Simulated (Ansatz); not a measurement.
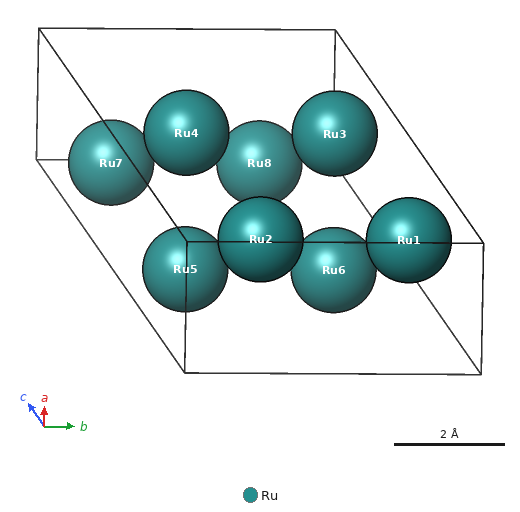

The input geometry of run A (spheres-only view of the cell of the calculation, seen at an oblique angle; atoms are numbered from 1 in the order of the input). An atom can appear more than once, as a periodic image.

# From Ru to Mo

System: Ru (8 atoms in the cell).
Method of run A: DFT r2SCAN, scalar-relativistic, plane waves, PAW, no spin polarisation (Ansatz 0.2.0).
System of run B: Mo (P6₃/mmc, 8 atoms in the cell).

On run A: The structure derives from a Materials Project entry. On run B: The structure derives from a Materials Project entry. It belongs to a series of runs on one base structure; here: 8 of 8 Ru sites taken by Mo, cell and atoms relaxed. Text and figures count atoms from 1; the logs count them from 0 in places.

Input, run A:
```yaml
crystal:
  lattice:
    - [0.0, 0.0, -4.2658390146]
    - [5.4049295854, -1.0e-10, 0.0]
    - [-2.7024647928, -4.6808063266, 0.0]
  atoms:
    - { symbol: Ru, position: [0.75, 0.8333333333, 0.1666666667] }
    - { symbol: Ru, position: [0.75, 0.3333333333, 0.1666666667] }
    - { symbol: Ru, position: [0.75, 0.8333333333, 0.6666666667] }
    - { symbol: Ru, position: [0.75, 0.3333333333, 0.6666666667] }
    - { symbol: Ru, position: [0.25, 0.1666666667, 0.3333333333] }
    - { symbol: Ru, position: [0.25, 0.6666666667, 0.3333333333] }
    - { symbol: Ru, position: [0.25, 0.1666666667, 0.8333333333] }
    - { symbol: Ru, position: [0.25, 0.6666666667, 0.8333333333] }
basis:
  ecutwfc: 500
kpoints:
  mp_grid: { grid: [8, 12, 12] }
hamiltonian:
  xc: r2scan
scf:
  occupations: { method: gaussian, width: 0.1 }
output:
  forces: true
  stress: true
  eigenvalues: true
relax:
  adjacent_minimum: "off"
  f_tol: 0.015
  max_steps: 60
  cell: { stress_tol: 0.15 }
```

Command:
```bash
ansatz run input.yaml --threads 1 --pin off --max-ram 2560MiB --backend cpu --events-out ev --progress --plain --runs-dir out
```

Hardware: 1 thread of Intel Xeon @ 2.50GHz (Skylake/Cascade Lake), 189 GiB of memory available, shared host.

Output, shortened to warnings, some set-up lines, iterations and results (run A):
```
Basis set: ecut = 500 eV, 2739 PW (Γ), exchange–correlation on 128×160×160 points (64 copies of the dense FFT grid, shifted against one another)
Symmetry: 96 space group operations
k-points: 95 of 1152
Initial density: superposition of atomic densities (neutral atoms: chi_scale 0, normalization atom), corrected by the library's trained network
[...]
SCF iter   1: F=—  HF=-47125.557018 eV  |F-HF|=—  |Δ(HF+E_count)|=         —  Δρ=1.09e-2  dr2=3.88e-2  dr2_τ=5.68e-2  ethr=1.77e-3  ⟨swp⟩=5.2  Hψ=23646  notcnv=0
SCF iter   2: F=—  HF=-47125.644360 eV  |F-HF|=—  |Δ(HF+E_count)|=   8.73e-2  Δρ=6.07e-3  dr2=9.92e-3  dr2_τ=7.82e-4  ethr=3.03e-5  ⟨swp⟩=2.0  Hψ=14437  notcnv=0  defer=76
SCF iter   3: F=—  HF=-47125.656294 eV  |F-HF|=—  |Δ(HF+E_count)|=   1.19e-2  Δρ=1.11e-3  dr2=4.15e-4  dr2_τ=8.87e-5  ethr=7.75e-6  ⟨swp⟩=2.0  Hψ=9985  notcnv=0  defer=76
SCF iter   4: F=—  HF=-47125.657273 eV  |F-HF|=—  |Δ(HF+E_count)|=   9.79e-4  Δρ=1.90e-4  dr2=1.75e-5  dr2_τ=1.66e-6  ethr=3.24e-7  ⟨swp⟩=2.5  Hψ=13006  notcnv=0  defer=76
SCF iter   5: F=—  HF=-47125.657293 eV  |F-HF|=—  |Δ(HF+E_count)|=   2.06e-5  Δρ=3.92e-5  dr2=1.12e-6  dr2_τ=1.59e-7  ethr=1.37e-8  ⟨swp⟩=2.0  Hψ=12434  notcnv=0  defer=76
[... 16 lines ...]
SCF iter   2: F=—  HF=-47125.658079 eV  |F-HF|=—  |Δ(HF+E_count)|=   2.88e-7  Δρ=6.06e-6  dr2=1.61e-8  dr2_τ=3.06e-9  ethr=4.21e-11  ⟨swp⟩=3.1  Hψ=15032  notcnv=0
SCF iter   3: F=—  HF=-47125.658079 eV  |F-HF|=—  |Δ(HF+E_count)|=   7.95e-9  Δρ=1.55e-6  dr2=2.00e-9  dr2_τ=2.51e-10  ethr=1.26e-11  ⟨swp⟩=2.9  Hψ=13452  notcnv=0
SCF iter   4: F=-47125.658079 eV  HF=-47125.658079 eV  |F-HF|=5.82e-11  |Δ(HF+E_count)|=  3.93e-10  Δρ=4.00e-7  dr2=1.46e-10  dr2_τ=1.60e-11  ethr=1.00e-12  ⟨swp⟩=4.8  …
SCF 4 converged in 4 iterations: F = -47125.658079 eV  dr2 = 1.46e-10
relax step   4: F+E_penalty+E_count = -47125.65807948 eV  Δ(F+E_penalty+E_count) = -1.329e-5 eV  max|allowed force component| = 7.336e-18 eV/Å  Δτ_max = 0.0000 Å  P = +0.001 …
basis re-selected at this cell: Δ(F+E_penalty+E_count) = -1.329e-5 eV, ΔP = +0.000 GPa vs the last step (what re-selecting the basis moved, of the pressure what is left beyond the Pulay correction that the steps carried, after the strain that the cell walked since its last selection, with what the …
SCF converged after 4 iterations
Free energy (F): -47125.658079 eV
Harris-Foulkes:  -47125.658079 eV  (|F-HF|=5.82e-11)
Internal energy: -47125.620442 eV  (E = F + TS)
E sigma→0 (E₀):  -47125.639261 eV
Entropy (-TS):   -0.037638 eV (-4.705 meV/atom)
Fermi energy:    23.589805 eV
--- Per-component energies (eV) ---
  E_band       = -532.079906
  E_kinetic    = 4114.744264
  E_local      = -10003.515735  (includes V_loc(G=0)·N_el)
  E_nonlocal   = 2742.473915
  E_hartree    = 3213.558411
  E_xc         = -1474.686527
  E_vxc        = -2136.500932  (∫ρ·V_xc dr)
  E_paw        = -27830.922238  (= ΣΔE_a)
  E_vpaw       = -1826.743444  (= ΣTr[D̂ρ^β])
  E_aug_tail   = 0.000795  (compensation charges beyond the density's cutoff)
  E_vtau       = 150.344445  (kinetic-family band-sum trace: ∫τ·v_τ [+ j·A + Jᵃ·Aᵃ] dr)
  E_ewald      = -17884.785683
  E_core_change = -2.487645  (= ΣΔE_core)
  E_smearing   = -0.037638  (= −TS)
  E_closure    = -0.000000  (closes the sum)
  Σ components = -47125.658079   (vs F -47125.658079, Δ=0.00e0)
--- Forces (eV/Å), atoms counted from 1 ---
  atom   1  Ru    -0.00000000    -0.00000000    -0.00000000
  atom   2  Ru    -0.00000000    -0.00000000    -0.00000000
  atom   3  Ru    -0.00000000    -0.00000000    -0.00000000
  atom   4  Ru    -0.00000000    -0.00000000    -0.00000000
  atom   5  Ru     0.00000000     0.00000000     0.00000000
  atom   6  Ru     0.00000000     0.00000000     0.00000000
  atom   7  Ru    -0.00000000     0.00000000     0.00000000
  atom   8  Ru     0.00000000     0.00000000     0.00000000
  max |Σ_I F_I| component: 4.92e-18 eV/Å
--- Stress (GPa, compression-positive) ---
        0.001000       0.000000       0.000000
       -0.000000       0.001000       0.000000
        0.000000       0.000000      -0.000413
  P = ⅓ Tr σ = 0.0005 GPa (0.005 kbar)
--- Relaxed structure (3 steps of the walk, 3 accepted, 1 SCFs on fresh bases) ---
[...]
```

For run B the input was changed thus:
```diff
-    - [0.0, 0.0, -4.2658390146]
-    - [5.4049295854, -1.0e-10, 0.0]
-    - [-2.7024647928, -4.6808063266, 0.0]
+    - [0.0, 0.0, -4.9312294873]
+    - [5.4708268211, -1.0e-10, 0.0]
+    - [-2.7354134106, -4.7378750068, 0.0]
-    - { symbol: Ru, position: [0.75, 0.8333333333, 0.1666666667] }
-    - { symbol: Ru, position: [0.75, 0.3333333333, 0.1666666667] }
-    - { symbol: Ru, position: [0.75, 0.8333333333, 0.6666666667] }
-    - { symbol: Ru, position: [0.75, 0.3333333333, 0.6666666667] }
-    - { symbol: Ru, position: [0.25, 0.1666666667, 0.3333333333] }
-    - { symbol: Ru, position: [0.25, 0.6666666667, 0.3333333333] }
-    - { symbol: Ru, position: [0.25, 0.1666666667, 0.8333333333] }
-    - { symbol: Ru, position: [0.25, 0.6666666667, 0.8333333333] }
+    - { symbol: Mo, position: [0.75, 0.8333333333, 0.1666666667] }
+    - { symbol: Mo, position: [0.75, 0.3333333333, 0.1666666667] }
+    - { symbol: Mo, position: [0.75, 0.8333333333, 0.6666666667] }
+    - { symbol: Mo, position: [0.75, 0.3333333333, 0.6666666667] }
+    - { symbol: Mo, position: [0.25, 0.1666666667, 0.3333333333] }
+    - { symbol: Mo, position: [0.25, 0.6666666667, 0.3333333333] }
+    - { symbol: Mo, position: [0.25, 0.1666666667, 0.8333333333] }
+    - { symbol: Mo, position: [0.25, 0.6666666667, 0.8333333333] }
```

What does this change do to the results?

The total energies belong to different systems, so their difference says nothing on which is more stable or more accurate. The volume per atom goes from 13.49 to 15.96 Å³. The SCF takes 22 iterations over all geometry steps against 18.

Output, shortened to warnings, some set-up lines, iterations and results (run B):
```
Basis set: ecut = 500 eV, 3209 PW (Γ), exchange–correlation on 144×160×160 points (64 copies of the dense FFT grid, shifted against one another)
Symmetry: 96 space group operations
k-points: 95 of 1152
Initial density: superposition of atomic densities (neutral atoms: chi_scale 0, normalization atom), corrected by the library's trained network
[...]
SCF iter   1: F=—  HF=-39736.798598 eV  |F-HF|=—  |Δ(HF+E_count)|=         —  Δρ=9.32e-3  dr2=5.21e-2  dr2_τ=1.19e-1  ethr=1.77e-3  ⟨swp⟩=4.7  Hψ=21378  notcnv=0  defer=4
SCF iter   2: F=—  HF=-39736.820391 eV  |F-HF|=—  |Δ(HF+E_count)|=   2.18e-2  Δρ=5.50e-3  dr2=1.69e-2  dr2_τ=7.21e-4  ethr=4.65e-5  ⟨swp⟩=2.6  Hψ=12252  notcnv=0  defer=6
SCF iter   3: F=—  HF=-39736.822846 eV  |F-HF|=—  |Δ(HF+E_count)|=   2.46e-3  Δρ=7.41e-4  dr2=6.20e-4  dr2_τ=1.44e-5  ethr=1.50e-5  ⟨swp⟩=3.0  Hψ=11146  notcnv=0  defer=6
SCF iter   4: F=—  HF=-39736.822939 eV  |F-HF|=—  |Δ(HF+E_count)|=   9.25e-5  Δρ=1.76e-4  dr2=3.40e-5  dr2_τ=5.99e-6  ethr=5.54e-7  ⟨swp⟩=2.0  Hψ=8101  notcnv=0  defer=6
SCF iter   5: F=—  HF=-39736.822938 eV  |F-HF|=—  |Δ(HF+E_count)|=   4.01e-7  Δρ=4.02e-5  dr2=1.28e-6  dr2_τ=8.73e-8  ethr=3.03e-8  ⟨swp⟩=2.0  Hψ=8100  notcnv=0  defer=6
[... 20 lines ...]
SCF iter   1: F=—  HF=-39736.823351 eV  |F-HF|=—  |Δ(HF+E_count)|=         —  Δρ=6.08e-6  dr2=5.41e-9  dr2_τ=5.31e-8  ethr=5.13e-9  ⟨swp⟩=4.7  Hψ=41949  notcnv=0
SCF iter   2: F=—  HF=-39736.823345 eV  |F-HF|=—  |Δ(HF+E_count)|=   6.54e-6  Δρ=3.21e-6  dr2=1.43e-9  dr2_τ=1.87e-9  ethr=4.83e-12  ⟨swp⟩=2.6  Hψ=11652  notcnv=0
SCF iter   3: F=-39736.823345 eV  HF=-39736.823345 eV  |F-HF|=1.46e-11  |Δ(HF+E_count)|=   1.96e-9  Δρ=2.45e-7  dr2=9.31e-12  dr2_τ=2.09e-11  ethr=1.00e-12  ⟨swp⟩=6.1  …
SCF 4 converged in 3 iterations: F = -39736.823345 eV  dr2 = 9.31e-12
relax step   4: F+E_penalty+E_count = -39736.82334473 eV  Δ(F+E_penalty+E_count) = +6.854e-5 eV  max|allowed force component| = 1.108e-17 eV/Å  Δτ_max = 0.0000 Å  P = +0.022 …
basis re-selected at this cell: Δ(F+E_penalty+E_count) = +6.854e-5 eV, ΔP = -0.000 GPa vs the last step (what re-selecting the basis moved, of the pressure what is left beyond the Pulay correction that the steps carried, after the strain that the cell walked since its last selection, with what the …
SCF converged after 3 iterations
Free energy (F): -39736.823345 eV
Harris-Foulkes:  -39736.823345 eV  (|F-HF|=1.46e-11)
Internal energy: -39736.776283 eV  (E = F + TS)
E sigma→0 (E₀):  -39736.799814 eV
Entropy (-TS):   -0.047062 eV (-5.883 meV/atom)
Fermi energy:    20.284731 eV
--- Per-component energies (eV) ---
  E_band       = -582.890244
  E_kinetic    = 3520.543094
  E_local      = -6428.740486  (includes V_loc(G=0)·N_el)
  E_nonlocal   = 1142.896721
  E_hartree    = 2125.983570
  E_xc         = -1425.994867
  E_vxc        = -2048.215894  (∫ρ·V_xc dr)
  E_paw        = -25738.771228  (= ΣΔE_a)
  E_vpaw       = -1157.722802  (= ΣTr[D̂ρ^β])
  E_aug_tail   = 0.000023  (compensation charges beyond the density's cutoff)
  E_vtau       = 136.382004  (kinetic-family band-sum trace: ∫τ·v_τ [+ j·A + Jᵃ·Aᵃ] dr)
  E_ewald      = -12930.923481
  E_core_change = -1.769629  (= ΣΔE_core)
  E_smearing   = -0.047062  (= −TS)
  E_closure    = 0.000000  (closes the sum)
  Σ components = -39736.823345   (vs F -39736.823345, Δ=0.00e0)
--- Forces (eV/Å), atoms counted from 1 ---
  atom   1  Mo    -0.00000000    -0.00000000    -0.00000000
  atom   2  Mo    -0.00000000    -0.00000000    -0.00000000
  atom   3  Mo    -0.00000000    -0.00000000    -0.00000000
  atom   4  Mo    -0.00000000    -0.00000000    -0.00000000
  atom   5  Mo     0.00000000     0.00000000     0.00000000
  atom   6  Mo    -0.00000000     0.00000000     0.00000000
  atom   7  Mo     0.00000000     0.00000000     0.00000000
  atom   8  Mo     0.00000000     0.00000000     0.00000000
  max |Σ_I F_I| component: 1.45e-18 eV/Å
--- Stress (GPa, compression-positive) ---
        0.030390      -0.000000      -0.000000
        0.000000       0.030390       0.000000
        0.000000       0.000000       0.005437
  P = ⅓ Tr σ = 0.0221 GPa (0.221 kbar)
--- Relaxed structure (3 steps of the walk, 2 accepted, 1 SCFs on fresh bases) ---
[...]
```

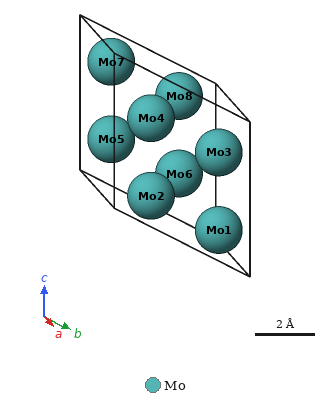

The input structure of run B (spheres-only view of the cell of the calculation, seen slightly off an axis; atoms are numbered from 1 in the order of the input). An atom can appear more than once, as a periodic image.

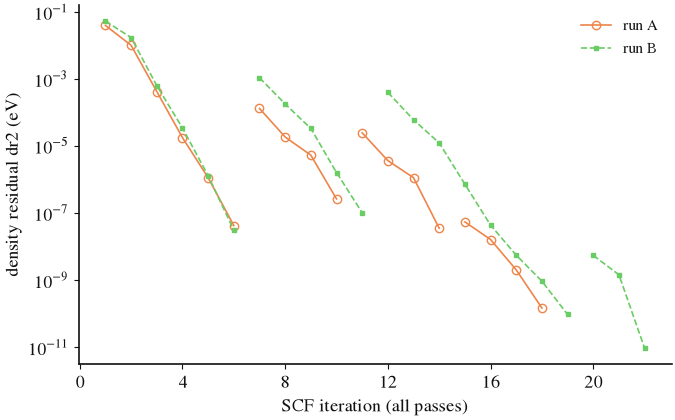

Convergence of the two runs: density residual dr2 against the SCF iteration. A break in a curve parts two SCF passes. Run A takes 18 iterations in all, and run B takes 22.

The two runs side by side:

```csv
quantity,run A,run B
outcome,converged,converged
free energy per atom (eV),−5890.7073,−4967.1029
"energy per atom, smearing taken to zero (eV)",−5890.7049,−4967.1000
gap on the mesh (eV),0.00,0.00
pressure (GPa),0.00,0.02
volume per atom (Å³),13.49,15.96
largest force (eV/Å),0.000,0.000
SCF iterations,18,22
irreducible k-points,95,95
wall time (shared host),9.2 min,10 min
```
